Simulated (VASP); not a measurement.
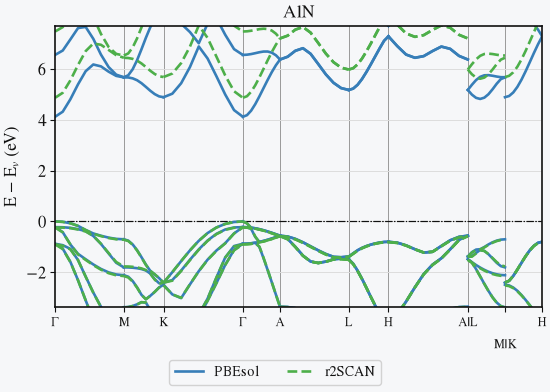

Band structures of wurtzite AlN, space group P6_3mc, 4 atoms in the cell (a = 3.113 Å, c = 4.982 Å (hexagonal axes)), by two methods on the same cell. Each is counted from its own valence-band top.

### What changes from one method to the other?

PBEsol gives a gap of 4.12 eV along the path and r2SCAN gives a gap of 4.87 eV along the path. Over the top 3 filled bands the two differ by 0.01 eV on average.

Settings. PBEsol: VASP PAW PBE potentials, release 64 (Al, N), no spin polarisation, no spin-orbit coupling, 9×9×6 k mesh, 520 eV cutoff, Gaussian smearing of 0.02 eV (VASP 6.6.1). r2SCAN: VASP PAW PBE potentials, release 64 (Al, N), no spin polarisation, no spin-orbit coupling, 9×9×6 k mesh, 520 eV cutoff, Gaussian smearing of 0.02 eV (VASP 6.6.1).

The PAW data sets were made with another functional. LDA, GGA and most meta-GGA functionals understate gaps. The cell was derived from a database entry in an earlier step, so it needn't be the measured one.
